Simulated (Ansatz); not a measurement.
# TaN: geometry relaxation (part 1 of 2)

- system: TaN (Fm-3m, 2 atoms in the cell)
- method: DFT, PBE, PAW with Ansatz's default frozen-core files, scalar-relativistic, no spin polarisation (Ansatz 0.2.0)

The structure was built on a prototype by a generator; it need not be a known phase. It belongs to a series of runs on one base structure; here: cell relaxed at zero pressure. Figures and captions count atoms from 1; the log counts them from 0 in places.

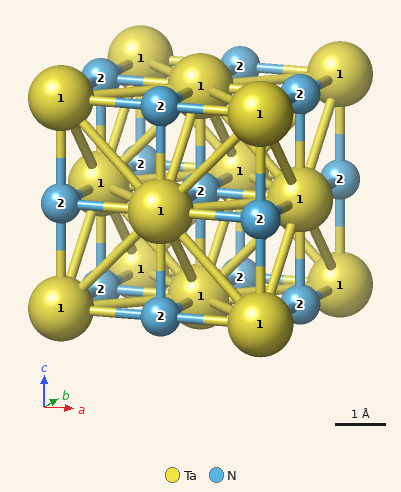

The starting structure (ball-and-stick view of the cell 4 times as large as that of the calculation, set on its symmetry axes, seen slightly off an axis; atoms are numbered from 1 in the order of the input). Near neighbours in the crystal (not all of them lie inside the picture): Ta has 6 N at 2.15 Å and 12 Ta at 3.05 Å; N has 6 Ta at 2.15 Å.

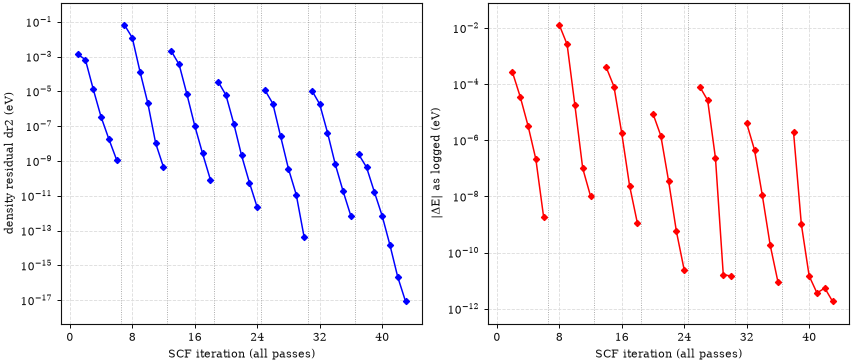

Convergence of the self-consistent field: density residual dr2 and size of the energy change against the SCF iteration. The dotted lines part the SCF passes of the relaxation: geometry steps, rejected trials and re-solves on a re-selected basis. The 7 passes take 6 to 7 iterations each, 43 in all.

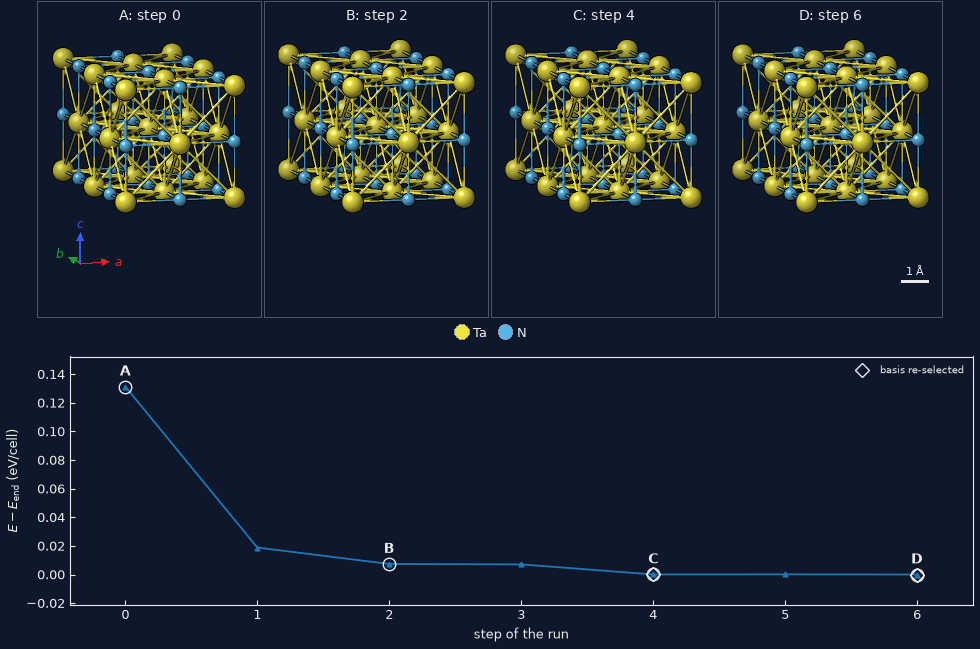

Frames of the relaxation (ball-and-stick view of the cell 4 times as large as that of the calculation, set on its symmetry axes, repeated 1 × 2 × 1, seen slightly off an axis) above the curves, on which the letters mark them (the first geometry is step 0 here and step 1 in the log).

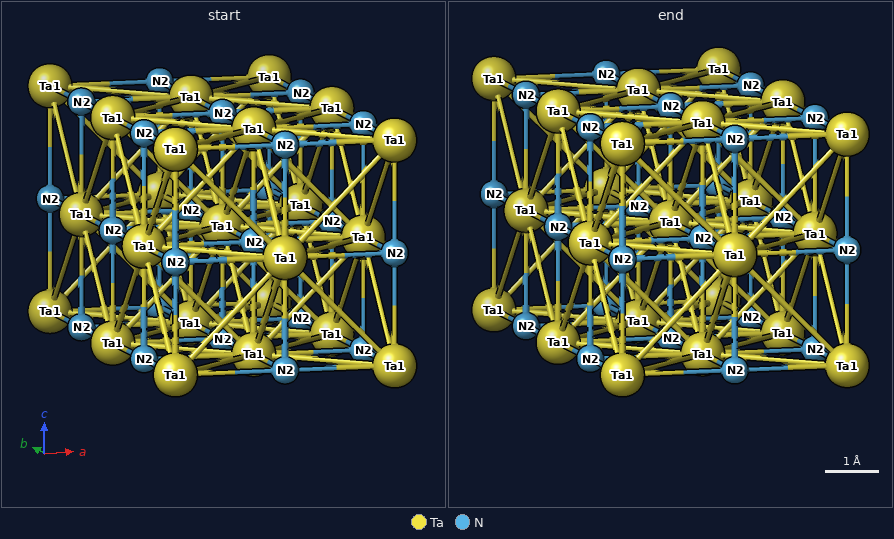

Before (left) and after (right) the relaxation, at one scale (ball-and-stick view of the cell 4 times as large as that of the calculation, set on its symmetry axes, repeated 1 × 2 × 1, seen slightly off an axis). The energy falls by 0.131 eV per cell of the calculation in 4 geometry steps. All forces vanish by symmetry, so only the cell relaxes. The pressure goes from 29.02 to 0.01 GPa. The basis was re-selected once at an unchanged geometry, which shifts the energy a little without any move. The atoms keep their places relative to the cell (all moves are under 0.005 Å). The volume changes by +7.8 %, with a = b = c 4.309 → 4.417 Å (+2.5 %). Among the contacts that change: Ta1–Ta1 3.047 → 3.124 Å, Ta1–N2 2.154 → 2.209 Å. The space group stays Fm-3m (No. 225). The energy change given includes the shifts at the re-selections in mid-walk, which come without any move. A last SCF at the same geometry on a re-selected plane-wave basis shifts the energy by −0.1 meV per cell of the calculation. (Atoms are counted from 1 in the order of the input.)

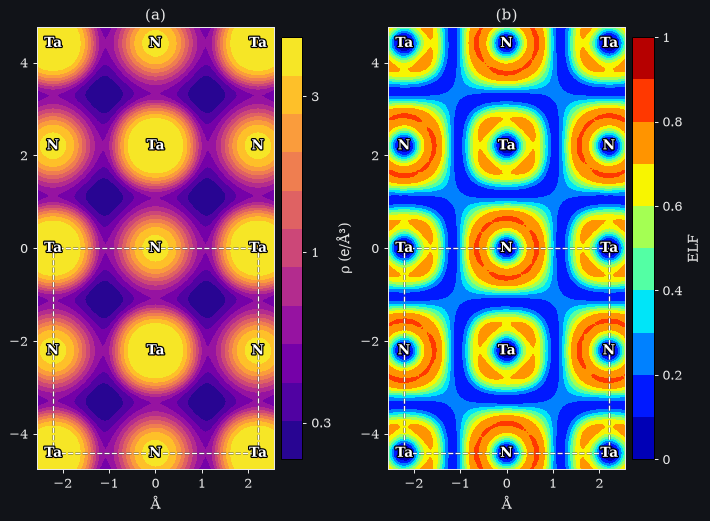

(a) valence pseudo-density; (b) electron localisation function on the (010) plane of the conventional cell. Atoms in the plane: Ta and N. Ta–N (2.21 Å): ρ at the midpoint is about 0.53 e/Å³; the ELF is about 0.15 at the midpoint (no shared pair; the contact is polar). Ta–Ta (3.12 Å): ρ at the midpoint is about 0.23 e/Å³; the ELF is about 0.20 at the midpoint; no localised pair between them. Away from the nuclei the density in this plane falls to 0.23 e/Å³ at its lowest. The strong features right at Ta lie inside the PAW spheres (semicore, d or f shells) and say nothing about bonding. The fields are those of the smooth PAW valence density.

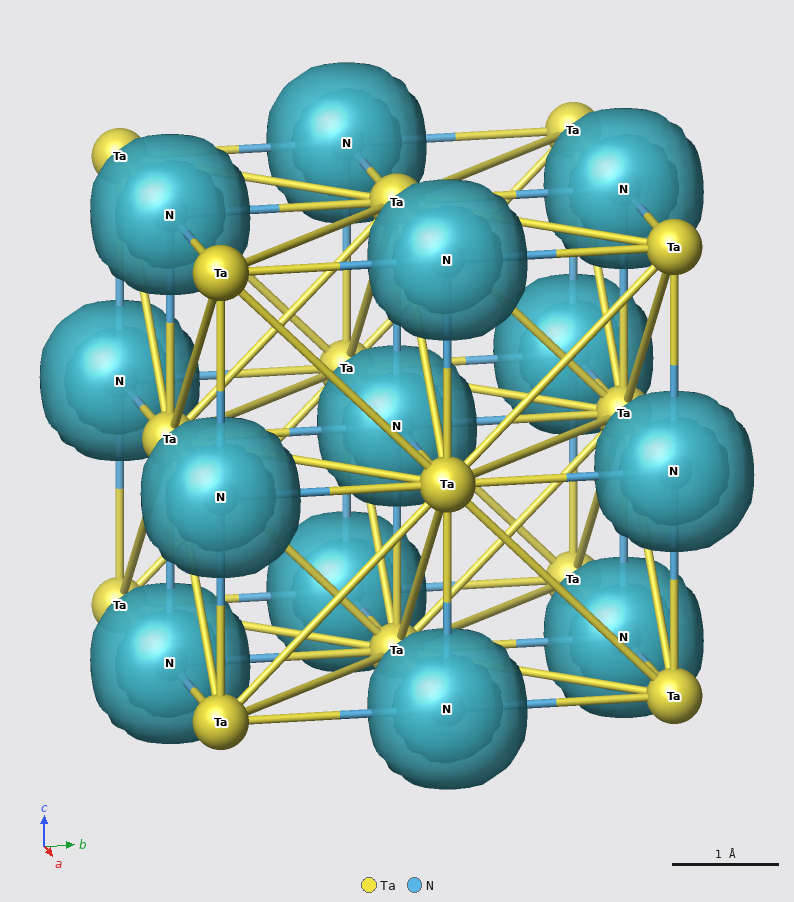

Isosurface of the electron localisation function at 0.75 (cyan), seen slightly off an axis. Only the valence region is drawn (cores and ρ < 0.01 e/Å³ removed). Sticks mark near contacts. The outline is the cell set on symmetry axes. Along the contacts the grid gives the following. Ta–N (2.21 Å): the ELF is about 0.15 at the midpoint; no shared pair; the contact is polar. Ta–Ta (3.12 Å): the ELF is about 0.20 at the midpoint; no localised pair between them.

These pictures come from the run below.

Input:
```yaml
crystal:
  lattice:
    - [0.0, 2.15443469, 2.15443469]
    - [2.15443469, 0.0, 2.15443469]
    - [2.15443469, 2.15443469, 0.0]
  atoms:
    - { symbol: Ta, position: [0.0, 0.0, 0.0] }
    - { symbol: "N", position: [0.5, 0.5, 0.5] }
kpoints:
  mp_grid: { grid: [16, 16, 16] }
scf:
  occupations: { method: fermi_dirac, width: 0.08 }
hamiltonian:
  xc: pbe
  pseudopotentials: { kind: paw }
output:
  forces: true
  stress: true
  write_density: true
  write_potential: true
  elf: true
  volumetric_format: npy
relax:
  f_tol: 0.005
  max_steps: 40
  cell: {}
```

Launch command:
```bash
ansatz run input.yaml --threads 1 --pin off --max-ram 3584MiB --backend cpu --events-out ev --progress --plain --runs-dir out
```

Log:
```
Engine: ansatz 0.2.0, x86_64-unknown-linux-gnu
Pseudopotentials: kind: paw
Pseudopotential: Ta, paw, valence charge 13, recommended cutoff 420 eV (normal), Ta.paw.azcp
Pseudopotential: N, paw, valence charge 5, recommended cutoff 420 eV (normal), N.paw.azcp
Functional definition: PBE
  parameter kappa = 0.804
  parameter beta = 0.06672455060314922
  exchange = pbe_x(kappa = kappa, mu = beta*pi^2/3)
  correlation = pbe_c(beta = beta)
Crystal: 2 atoms, lattice volume = 20.000 Å³
Basis set: ecut = 420 eV, 387 PW (Γ), exchange–correlation on 48×48×48 points (8 copies of the dense FFT grid, shifted against one another)
Bands: 13, of which v1, the nominal top of the filled ones, is band 9 counted from 1 (8 counted from 0)
Symmetry: 48 space group operations
Space group: Fm-3m (ITA 225), of the structure as read, at distance tolerance 2.7e-5 Å
k-points: 145 of 4096
Non-local potential: Ta, projectors of the file, l = 0: 3, l = 1: 2, l = 2: 2, l = 3: 1
Non-local potential: N, projectors of the file, l = 0: 2, l = 1: 2, l = 2: 1
PAW form: soft (Blöchl's): semilocal exchange-correlation on the pseudo side does not see the compensation charge
PAW one-centre angular grid: Ta, 590 points (default); XC on 64 Gauss nodes
PAW one-centre angular grid: N, 110 points (default); XC on 64 Gauss nodes
Initial density: superposition of atomic densities (neutral atoms: chi_scale 0, normalization atom), corrected by the library's trained network
Initial wavefunctions: pseudopotential atomic-orbital guess
Functional: x = pbe(κ = 0.804, μ = 0.2195149727645171), c = pbe(β = 0.06672455060314922)
SCF iter   1: F=—  HF=-10317.794106 eV  |F-HF|=—  |Δ(HF+E_count)|=         —  Δρ=2.67e-3  dr2=1.37e-3  ethr=1.77e-3  ⟨swp⟩=5.9  Hψ=22380  notcnv=0  defer=88
automatic band count: the SCF goes on with 17 bands, as 13 were too few: the levels above may hold too much charge
preconditioner: auto → none  [metal: Δε(μ)=0.009 eV  Ē_g=16.334 eV  σ=0.080 eV  W_gap=0.03  n_scr=8 (ndim 8)  ℏωp=26.3 eV  f_vac=0.000  D(μ)=0.90/eV (n_scr^D=8)  sad-step TF]
SCF iter   2: F=—  HF=-10317.793840 eV  |F-HF|=—  |Δ(HF+E_count)|=   2.66e-4  Δρ=1.75e-3  dr2=6.55e-4  ethr=7.59e-6  ⟨swp⟩=1.3  Hψ=3782  notcnv=0  defer=87
SCF iter   3: F=—  HF=-10317.793805 eV  |F-HF|=—  |Δ(HF+E_count)|=   3.52e-5  Δρ=3.35e-4  dr2=1.34e-5  ethr=3.64e-6  ⟨swp⟩=2.2  Hψ=2917  notcnv=0  defer=87
SCF iter   4: F=—  HF=-10317.793802 eV  |F-HF|=—  |Δ(HF+E_count)|=   3.27e-6  Δρ=5.35e-5  dr2=3.44e-7  ethr=7.46e-8  ⟨swp⟩=2.2  Hψ=3380  notcnv=0  defer=87
iter 5 did not close the SCF: its close was put off for the readings that it lacked (scf_convergence_deferred on its scf_iter line)
SCF iter   5: F=-10317.793802 eV  HF=-10317.793802 eV  |F-HF|=9.51e-9  |Δ(HF+E_count)|=   2.10e-7  Δρ=1.16e-5  dr2=1.83e-8  ethr=1.91e-9  ⟨swp⟩=2.4  Hψ=3336  notcnv=0  defer=87
SCF iter   6: F=-10317.793802 eV  HF=-10317.793802 eV  |F-HF|=6.02e-10  |Δ(HF+E_count)|=   1.79e-9  Δρ=3.31e-6  dr2=1.14e-9  ethr=1.02e-10  ⟨swp⟩=5.6  Hψ=10704  notcnv=0
SCF 1 converged in 6 iterations: F = -10317.793802 eV  dr2 = 1.14e-9
  greatest PAW one-centre occupation: 0.999 electrons in one spin orbital (limit 2), on the Ta atom at site 0 (counted from 0), in its partial waves of l = 0
relax step   1: F+E_penalty+E_count = -10317.79380181 eV  Δ(F+E_penalty+E_count) = +0.000e0 eV  max|allowed force component| = 7.560e-30 eV/Å  Δτ_max = 0.0000 Å  P = +29.022 GPa  Ω = 20.000 Å³  (6 SCF iters, dr2 threshold 1.00e-7 eV, accepted)
Crystal: 2 atoms, lattice volume = 21.989 Å³
Basis set: ecut = 420 eV, 411 PW (Γ), exchange–correlation on 48×48×48 points (8 copies of the dense FFT grid, shifted against one another)
Bands: 17, of which v1, the nominal top of the filled ones, is band 9 counted from 1 (8 counted from 0)
Initial density: handed on by an earlier stage of this run
Initial wavefunctions: those handed on with the density
iter 1 solved again at ethr=3.59e-4 eV; its pass at ethr=3.10e-3 eV (dr2=6.47e-2 eV) is discarded
SCF iter   1: F=—  HF=-10317.921733 eV  |F-HF|=—  |Δ(HF+E_count)|=         —  Δρ=1.70e-2  dr2=6.49e-2  ethr=3.59e-4  ⟨swp⟩=1.5  Hψ=15354  notcnv=0
preconditioner: auto → none  [metal: Δε(μ)=0.005 eV  Ē_g=15.076 eV  σ=0.080 eV  W_gap=0.01  n_scr=8 (ndim 8)  ℏωp=25.0 eV  f_vac=0.000  D(μ)=0.99/eV (n_scr^D=14)]
SCF iter   2: F=—  HF=-10317.908905 eV  |F-HF|=—  |Δ(HF+E_count)|=   1.28e-2  Δρ=6.83e-3  dr2=1.21e-2  ethr=3.59e-4  ⟨swp⟩=2.0  Hψ=2995  notcnv=0
SCF iter   3: F=—  HF=-10317.906307 eV  |F-HF|=—  |Δ(HF+E_count)|=   2.60e-3  Δρ=7.96e-4  dr2=1.30e-4  ethr=6.73e-5  ⟨swp⟩=1.2  Hψ=2556  notcnv=0
SCF iter   4: F=—  HF=-10317.906290 eV  |F-HF|=—  |Δ(HF+E_count)|=   1.75e-5  Δρ=1.08e-4  dr2=2.01e-6  ethr=7.22e-7  ⟨swp⟩=1.7  Hψ=2889  notcnv=0
iter 5 did not close the SCF: its close was put off for the readings that it lacked (scf_convergence_deferred on its scf_iter line)
SCF iter   5: F=-10317.906290 eV  HF=-10317.906290 eV  |F-HF|=1.02e-8  |Δ(HF+E_count)|=   1.00e-7  Δρ=1.02e-5  dr2=1.03e-8  ethr=1.11e-8  ⟨swp⟩=2.4  Hψ=3197  notcnv=0
SCF iter   6: F=-10317.906290 eV  HF=-10317.906290 eV  |F-HF|=3.60e-10  |Δ(HF+E_count)|=   1.03e-8  Δρ=1.46e-6  dr2=4.40e-10  ethr=5.74e-11  ⟨swp⟩=5.0  Hψ=10958  notcnv=0
SCF 2 converged in 6 iterations: F = -10317.906290 eV  dr2 = 4.40e-10
relax step   2: F+E_penalty+E_count = -10317.90628995 eV  Δ(F+E_penalty+E_count) = -1.125e-1 eV  max|allowed force component| = 2.288e-29 eV/Å  Δτ_max = 0.0000 Å  P = -6.961 GPa  Ω = 21.989 Å³  energy of the carried Pulay correction = -6.294e-3 eV  (6 SCF iters, dr2 threshold 2.00e-7 eV, accepted)
Crystal: 2 atoms, lattice volume = 21.574 Å³
iter 1 solved again at ethr=1.18e-5 eV; its pass at ethr=3.10e-3 eV (dr2=2.12e-3 eV) is discarded
SCF iter   1: F=—  HF=-10317.918270 eV  |F-HF|=—  |Δ(HF+E_count)|=         —  Δρ=3.08e-3  dr2=2.04e-3  ethr=1.18e-5  ⟨swp⟩=2.4  Hψ=14281  notcnv=0
preconditioner: auto → none  [metal: Δε(μ)=0.003 eV  Ē_g=15.387 eV  σ=0.080 eV  W_gap=0.01  n_scr=8 (ndim 8)  ℏωp=25.3 eV  f_vac=0.000  D(μ)=0.97/eV (n_scr^D=14)]
SCF iter   2: F=—  HF=-10317.917867 eV  |F-HF|=—  |Δ(HF+E_count)|=   4.03e-4  Δρ=1.17e-3  dr2=3.48e-4  ethr=1.13e-5  ⟨swp⟩=1.0  Hψ=2465  notcnv=0
SCF iter   3: F=—  HF=-10317.917785 eV  |F-HF|=—  |Δ(HF+E_count)|=   8.21e-5  Δρ=1.71e-4  dr2=6.78e-6  ethr=1.93e-6  ⟨swp⟩=1.0  Hψ=2490  notcnv=0
SCF iter   4: F=—  HF=-10317.917783 eV  |F-HF|=—  |Δ(HF+E_count)|=   1.77e-6  Δρ=2.44e-5  dr2=1.06e-7  ethr=3.77e-8  ⟨swp⟩=1.4  Hψ=2643  notcnv=0
iter 5 did not close the SCF: its close was put off for the readings that it lacked (scf_convergence_deferred on its scf_iter line)
SCF iter   5: F=-10317.917783 eV  HF=-10317.917783 eV  |F-HF|=1.29e-10  |Δ(HF+E_count)|=   2.41e-8  Δρ=4.75e-6  dr2=2.71e-9  ethr=5.91e-10  ⟨swp⟩=2.2  Hψ=3634  notcnv=0
SCF iter   6: F=-10317.917783 eV  HF=-10317.917783 eV  |F-HF|=5.64e-11  |Δ(HF+E_count)|=   1.12e-9  Δρ=7.93e-7  dr2=8.53e-11  ethr=1.50e-11  ⟨swp⟩=4.6  Hψ=10427  notcnv=0
SCF 3 converged in 6 iterations: F = -10317.917783 eV  dr2 = 8.53e-11
relax step   3: F+E_penalty+E_count = -10317.91778296 eV  Δ(F+E_penalty+E_count) = -1.149e-2 eV  max|allowed force component| = 3.681e-30 eV/Å  Δτ_max = 0.0000 Å  P = -0.833 GPa  Ω = 21.574 Å³  energy of the carried Pulay correction = -5.030e-3 eV  (6 SCF iters, dr2 threshold 2.00e-7 eV, accepted)
Crystal: 2 atoms, lattice volume = 21.521 Å³
iter 1 solved again at ethr=2.09e-7 eV; its pass at ethr=3.10e-3 eV (dr2=3.76e-5 eV) is discarded
```
